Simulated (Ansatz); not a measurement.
System: a (110) slab cut from TiAl (P4/mmm), ended by TiAl planes, 8 atoms in the cell. Starting structure of the relaxation:

```cif
data_structure
_symmetry_space_group_name_H-M 'P 1'
_symmetry_Int_Tables_number 1
_cell_length_a 3.9530
_cell_length_b 4.0387
_cell_length_c 22.9294
_cell_angle_alpha 90.000
_cell_angle_beta 90.000
_cell_angle_gamma 90.000
_cell_volume 366.07
loop_
_atom_site_label
_atom_site_type_symbol
_atom_site_fract_x
_atom_site_fract_y
_atom_site_fract_z
_atom_site_occupancy
Ti1 Ti 0.50000 0.00000 0.37070 1
Al1 Al 0.00000 0.50000 0.37070 1
Ti2 Ti 0.00000 0.00000 0.45690 1
Al2 Al 0.50000 0.50000 0.45690 1
Ti3 Ti 0.50000 0.00000 0.54310 1
Al3 Al 0.00000 0.50000 0.54310 1
Ti4 Ti 0.00000 0.00000 0.62930 1
Al4 Al 0.50000 0.50000 0.62930 1
```

Computed with Ansatz: DFT PBEsol, scalar-relativistic, plane waves, PAW, no spin polarisation, 7×7×1 k mesh, 420 eV cutoff.

What does the potential across the slab give for the work function?

The work function is 4.12 eV, the same on both faces. The two vacuum levels agree, so the slab has no net dipole along its normal. The outermost atoms are 5.9 Å apart, which leaves 17.0 Å of vacuum in a cell 22.9 Å high.

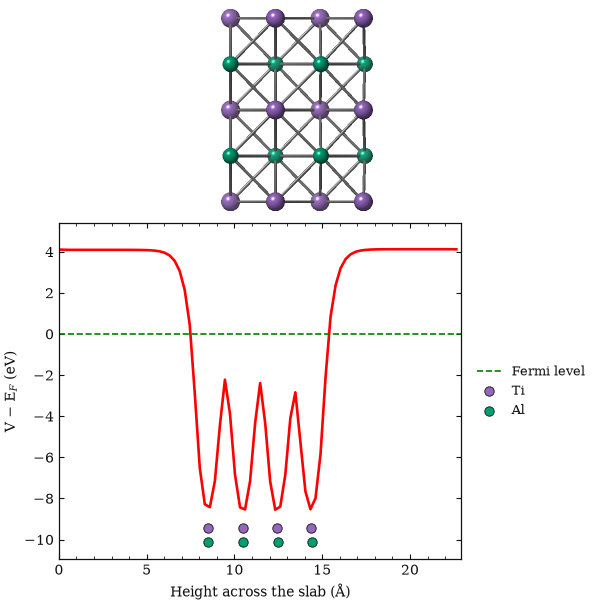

Plane-averaged electrostatic potential energy of an electron across the slab; circles at the bottom mark the heights of the atoms (positions after relaxation). The structure is drawn too.
